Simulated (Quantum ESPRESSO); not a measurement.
# Energy of Sb along an even scaling of the cell

System: Sb (Pm-3m, 1 atom in the cell).
Method: Kohn-Sham DFT of a periodic cell, PBEsol, GBRV 1.5 PBEsol, no spin polarisation (Quantum ESPRESSO 7.5).

The 7 runs differ only in the geometry, by an even scaling of the cell at fixed fractional positions. The structure derives from an entry of the Crystallography Open Database.

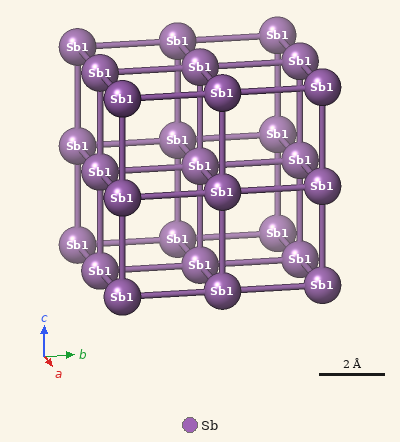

Figure 1. The structure of run 4 (ball-and-stick view of the cell of the calculation, repeated 2 × 2 × 2, seen slightly off an axis; atoms are numbered from 1 in the order of the input). An atom can appear more than once, as a periodic image.

### Input of run 4
```
&CONTROL
  calculation = 'scf'
  prefix = 'pwscf'
  outdir = './tmp'
  pseudo_dir = './pseudo'
  tprnfor = .true.
  tstress = .true.
  disk_io = 'low'
/
&SYSTEM
  ibrav = 0
  nat = 1
  ntyp = 1
  ecutwfc = 45
  ecutrho = 360
  nbnd = 13
  occupations = 'smearing'
  smearing = 'fd'
  degauss = 0.00367493
/
&ELECTRONS
  conv_thr = 2d-10
  electron_maxstep = 120
  mixing_beta = 0.5
/
ATOMIC_SPECIES
Sb   121.7600 sb_pbesol_v1.4.uspp.F.UPF
CELL_PARAMETERS angstrom
   3.1600000000    0.0000000000    0.0000000000
   0.0000000000    3.1600000000    0.0000000000
   0.0000000000    0.0000000000    3.1600000000
ATOMIC_POSITIONS crystal
Sb     0.0000000000    0.0000000000    0.0000000000
K_POINTS automatic
8 8 8 0 0 0
```

### File pp_density.in of run 4
```
&INPUTPP
  prefix = 'pwscf'
  outdir = './tmp'
  filplot = 'density.dat'
  plot_num = 0
/
&PLOT
  nfile = 1
  filepp(1) = 'density.dat'
  iflag = 3
  output_format = 6
  fileout = 'density.cube'
/
```

### File pp_potential.in of run 4
```
&INPUTPP
  prefix = 'pwscf'
  outdir = './tmp'
  filplot = 'potential.dat'
  plot_num = 11
/
&PLOT
  nfile = 1
  filepp(1) = 'potential.dat'
  iflag = 3
  output_format = 6
  fileout = 'potential.cube'
/
```

Command:
```bash
OMP_NUM_THREADS=1 mpirun -n 2 pw.x -nk 2 -in pw.in > pw.out
OMP_NUM_THREADS=1 mpirun -n 1 pp.x -in pp_density.in > pp_density.out
OMP_NUM_THREADS=1 mpirun -n 1 pp.x -in pp_potential.in > pp_potential.out
```

Run 2 has the same physical settings and fractional positions; its lattice vectors (Å) are:
```
   3.117292    0.000000    0.000000
   0.000000    3.117292    0.000000
   0.000000    0.000000    3.117292
```

### Results, with one run withheld

```csv
run,volume per atom (Å³),"free energy per atom, from the lowest run given (meV)",pressure (GPa)
1,29.661,0.00,−1.79
2,30.292,?,?
3,30.923,21.06,−3.96
4,31.554,37.57,−4.85
5,32.186,57.35,−5.63
6,32.817,80.00,−6.33
7,33.448,105.33,−6.93
```

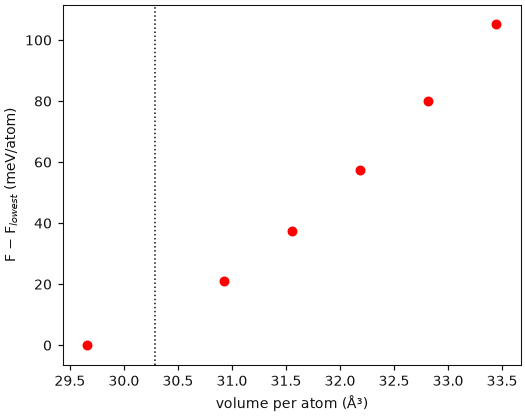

Figure 2. Free energy per atom of the runs given; the dotted line marks run 2.

What should run 2 give?

A cubic polynomial in V^(−2/3) (the Birch–Murnaghan form), fitted to the 6 runs given, misses them by at most 0.04 meV per atom. With x = V^(−2/3) − 0.09979 Å⁻², it reads F = 42.511 − 14395 x + 1.0963e+06 x² + 4.0291e+06 x³ (meV per atom). At run 2 it gives 8.41 meV per atom, and the run itself gives 8.37. The slope of the fit gives a pressure −dF/dV of −2.70 GPa there, and the run prints −2.94 GPa. The two needn't agree exactly: the fit is approximate, and the printed stress is taken on a finite basis. The fit has no minimum inside this range.

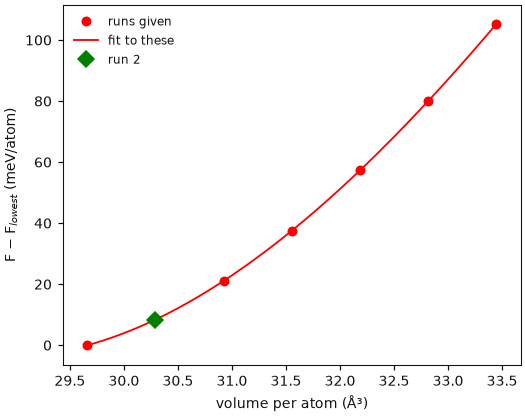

Figure 3. The fit and the withheld run.

### Some lines of the output (run 2)
```
[...]
     unit-cell volume          =     204.4227 (a.u.)^3
     number of k points=    35  Fermi-Dirac smearing, width (Ry)=  0.0037
     total energy              =    -184.38156473 Ry
     total energy              =    -184.59610650 Ry
     total energy              =    -184.59670321 Ry
     total energy              =    -184.59679424 Ry
     total energy              =    -184.59679927 Ry
     total energy              =    -184.59679951 Ry
     total energy              =    -184.59679952 Ry
     the Fermi energy is     9.6728 ev
!    total energy              =    -184.59679952 Ry
     The total energy is F=E-TS. E is the sum of the following terms:
     Computing stress (Cartesian axis) and pressure
          total   stress  (Ry/bohr**3)                   (kbar)     P=      -29.35
```
